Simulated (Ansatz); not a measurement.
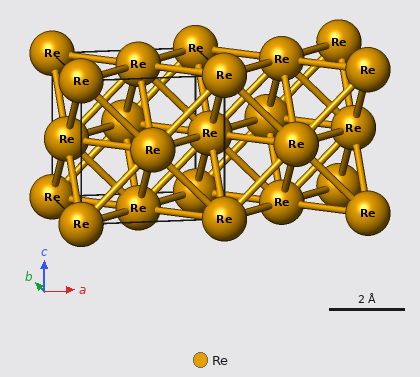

Figure 1. The structure as given in the input (ball-and-stick view of the cell 4 times as large as that of the calculation, set on its symmetry axes, repeated 2 × 1 × 1, seen slightly off an axis).

## Re: band-structure calculation

- system: Re (1 atom in the cell)
- method: DFT, r2SCAN, PAW with Ansatz's default frozen-core files, scalar-relativistic, no spin polarisation (Ansatz 0.2.0)

The structure derives from an entry of the Crystallography Open Database. It belongs to a series of runs on one base structure; here: functional r2scan, PAW files.

Input:
```yaml
crystal:
  lattice:
    - [0.0, 1.975, 1.975]
    - [1.975, 0.0, 1.975]
    - [1.975, 1.975, 0.0]
  atoms:
    - { symbol: Re, position: [0.0, 0.0, 0.0] }
kpoints:
  mp_grid: { grid: [14, 14, 14] }
  band_path:
    path:
      - [0.0, 0.0, 0.0]
      - [0.5, 0.0, 0.5]
      - [0.625, 0.25, 0.625]
      - [0.375, 0.375, 0.75]
      - [0.0, 0.0, 0.0]
      - [0.5, 0.5, 0.5]
      - [0.5, 0.25, 0.75]
      - [0.5, 0.0, 0.5]
    npoints: 5
scf:
  occupations: { method: fermi_dirac, width: 0.03 }
hamiltonian:
  xc: r2scan
  pseudopotentials: { kind: paw }
output:
  forces: true
  stress: true
  eigenvalues: true
  efg: { contact_densities: true }
```

Run on 1 thread of an x86-64 CPU, shared host.

Output:
```
Re: output.efg is read without spin–orbit coupling, which moves field gradients at and beside such atoms by some per cent and up to a factor of two; PAW files take it under magnetization.noncollinear and magnetization.spin_orbit
Engine: ansatz 0.2.0, x86_64-unknown-linux-gnu
Pseudopotentials: kind: paw
Pseudopotential: Re, paw, valence charge 15, recommended cutoff 500 eV (meta_gga), Re.paw.azcp
Functional definition: r2SCAN
  parameter k0 = 0.174
  parameter k1 = 0.065
  parameter a1 = 4.9479
  exchange = r2scan_x(k0 = k0, k1 = k1, a1 = a1)
  correlation = r2scan_c
Crystal: 1 atoms, lattice volume = 15.407 Å³
Basis set: ecut = 500 eV, 387 PW (Γ), exchange–correlation on 96×96×96 points (64 copies of the dense FFT grid, shifted against one another)
Bands: 12, of which v1, the nominal top of the filled ones, is band 8 counted from 1 (7 counted from 0)
Symmetry: 48 space group operations
Space group: Fm-3m (ITA 225), of the structure as read, at distance tolerance 2.5e-5 Å
k-points: 104 of 2744
Non-local potential: Re, projectors of the file, l = 0: 3, l = 1: 2, l = 2: 2, l = 3: 1
PAW form: soft (Blöchl's): semilocal exchange-correlation on the pseudo side does not see the compensation charge
PAW frozen core: Re, regenerated for the run's functional (the file was generated under x = pbe(κ = 0.804, μ = 0.2195149727645171), c = pbe(β = 0.06672455060314922))
PAW one-centre angular grid: Re, 590 points (default); XC on 160 Gauss nodes
Initial density: superposition of atomic densities (neutral atoms: chi_scale 0, normalization atom), corrected by the library's trained network
Initial wavefunctions: pseudopotential atomic-orbital guess
Functional: x = r2scan, c = r2scan; τ floored in thin density (d = 2e-4 eV/Å³)
SCF iter   1: F=—  HF=-10880.700622 eV  |F-HF|=—  |Δ(HF+E_count)|=         —  Δρ=1.02e-2  dr2=6.51e-3  dr2_τ=7.31e-2  ethr=1.77e-3  ⟨swp⟩=5.7  Hψ=7424  notcnv=0
preconditioner: auto → none  [metal: Δε(μ)=0.062 eV  Ē_g=11.459 eV  σ=0.030 eV  W_gap=0.41  n_scr=0 (ndim 8)  ℏωp=25.0 eV  f_vac=0.000  D(μ)=1.33/eV (n_scr^D=14)]
SCF iter   2: F=—  HF=-10880.712175 eV  |F-HF|=—  |Δ(HF+E_count)|=   1.16e-2  Δρ=5.11e-3  dr2=8.62e-4  dr2_τ=2.84e-4  ethr=4.34e-5  ⟨swp⟩=2.1  Hψ=2901  notcnv=0  defer=31
SCF iter   3: F=—  HF=-10880.713464 eV  |F-HF|=—  |Δ(HF+E_count)|=   1.29e-3  Δρ=1.96e-3  dr2=1.35e-4  dr2_τ=2.97e-5  ethr=5.75e-6  ⟨swp⟩=2.0  Hψ=1799  notcnv=0  defer=31
SCF iter   4: F=—  HF=-10880.713692 eV  |F-HF|=—  |Δ(HF+E_count)|=   2.28e-4  Δρ=9.82e-5  dr2=3.63e-7  dr2_τ=2.14e-7  ethr=8.99e-7  ⟨swp⟩=3.0  Hψ=2001  notcnv=0  defer=31
SCF iter   5: F=—  HF=-10880.713693 eV  |F-HF|=—  |Δ(HF+E_count)|=   6.76e-7  Δρ=1.02e-5  dr2=7.19e-9  dr2_τ=1.08e-9  ethr=2.42e-9  ⟨swp⟩=2.8  Hψ=1968  notcnv=0  defer=31
SCF iter   6: F=-10880.713693 eV  HF=-10880.713693 eV  |F-HF|=4.00e-11  |Δ(HF+E_count)|=   6.28e-9  Δρ=8.18e-7  dr2=2.53e-11  dr2_τ=2.71e-11  ethr=4.79e-11  ⟨swp⟩=3.1  Hψ=4530  notcnv=0
SCF 1 converged in 6 iterations: F = -10880.713693 eV  dr2 = 2.53e-11
  greatest PAW one-centre occupation: 1.000 electrons in one spin orbital (limit 2), on the Re atom at site 0 (counted from 0), in its partial waves of l = 0
```

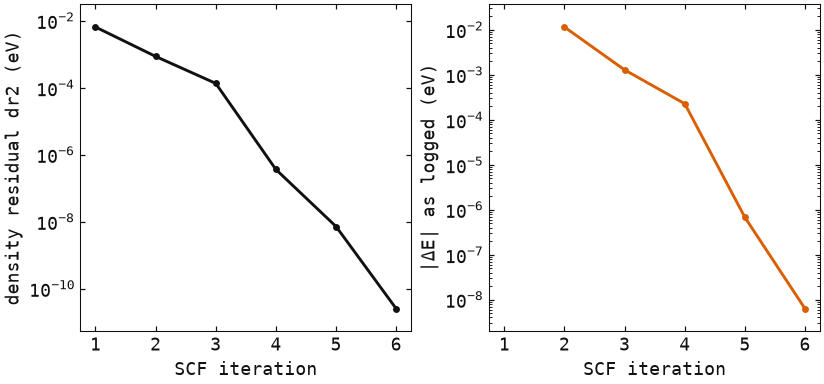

Figure 2. Convergence of the self-consistent field: density residual dr2 and size of the energy change against the SCF iteration. The residual falls at every step.

```
NSCF: frozen V_eff on 36 k-points
SCF converged after 6 iterations
Free energy (F): -10880.713693 eV
Harris-Foulkes:  -10880.713693 eV  (|F-HF|=4.00e-11)
Internal energy: -10880.710094 eV  (E = F + TS)
E sigma→0 (E₀):  -10880.711893 eV
Entropy (-TS):   -0.003599 eV (-3.599 meV/atom)
Fermi energy:    22.834005 eV
--- Per-component energies (eV) ---
  E_band       = -105.037053
  E_kinetic    = 539.050034
  E_local      = -796.619783  (includes V_loc(G=0)·N_el)
  E_nonlocal   = 49.436849
  E_hartree    = 283.233007
  E_xc         = -385.985527
  E_vxc        = -339.378420  (∫ρ·V_xc dr)
  E_paw        = -8689.026251  (= ΣΔE_a)
  E_vpaw       = -141.702160  (= ΣTr[D̂ρ^β])
  E_aug_tail   = -0.000034  (compensation charges beyond the density's cutoff)
  E_vtau       = 17.710346  (kinetic-family band-sum trace: ∫τ·v_τ [+ j·A + Jᵃ·Aᵃ] dr)
  E_ewald      = -1880.327519
  E_core_change = -0.470871  (= ΣΔE_core)
  E_smearing   = -0.003599  (= −TS)
  E_closure    = 0.000000  (closes the sum)
  Σ components = -10880.713693   (vs F -10880.713693, Δ=0.00e0)
--- Forces (eV/Å), atoms counted from 1 ---
  atom   1  Re    -0.00000000     0.00000000    -0.00000000
  max |Σ_I F_I| component: 2.26e-32 eV/Å
--- Stress (GPa, compression-positive) ---
      -15.311486       0.000000       0.000000
        0.000000     -15.311486       0.000000
       -0.000000      -0.000000     -15.311486
  P = ⅓ Tr σ = -15.3115 GPa (-153.115 kbar)
--- PAW observables at the nuclei: V_zz in 10²¹ V/m², potentials from the cell's mean, atoms counted from 1 ---
  atom   1  Re V_zz =    +0.000000   η = 0.0000   by run symmetry: forbidden
            electrostatic potential = -15142.605678 V   contact ρ = 9539190.501677 e/Å³
--- Band table (eV; the first three rows and the last of 104) ---
  k-point 0: bands = ["-59.2215", "-19.8955", "-19.8955", "-19.8955", "12.4937", "20.9460", "20.9460", "20.9460", "24.1474", "24.1474", "36.3630", "42.1153"]
  k-point 1: bands = ["-59.2162", "-19.9542", "-19.9031", "-19.9031", "12.7318", "20.7829", "21.0535", "21.0535", "24.0614", "24.0614", "36.8142", "41.0905"]
  k-point 2: bands = ["-59.2015", "-20.1168", "-19.9244", "-19.9244", "13.4024", "20.4029", "21.3040", "21.3040", "23.9149", "23.9149", "37.9020", "39.4524"]
  k-point 103: bands = ["-59.0790", "-20.7022", "-20.5587", "-20.3159", "17.7774", "18.8808", "20.3150", "23.3025", "27.2462", "32.6679", "32.9821", "34.0072"]
```

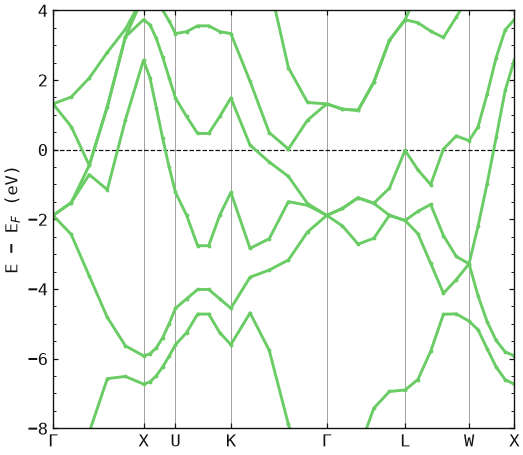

Figure 3. Band structure along Γ–X–U–K–Γ–L–W–X, with energies from the Fermi level. Bands cross the Fermi level: a metal at this level of theory.

Results in brief:

| quantity | value |
| --- | --- |
| outcome | converged |
| space group (tolerance 0.01 Å) | Fm-3m (225) |
| electrons treated | 15 |
| free energy | −10880.7137 eV |
| Fermi energy | 22.834 eV |
| pressure | −15.31 GPa |
| field gradient V_zz (10²¹ V/m²) | zero at all sites |
| electronic character | metal |
| largest force (length of the vector) | under 0.001 eV/Å |
| wall time | 6.8 s |
| peak memory | 0.54 GiB |

Notes:

Warnings of the run: the field gradients leave out spin–orbit coupling. Spin–orbit coupling is left out, which matters for Re. The cell is under a tension of 15.3 GPa at this level, so it is not at its equilibrium volume.
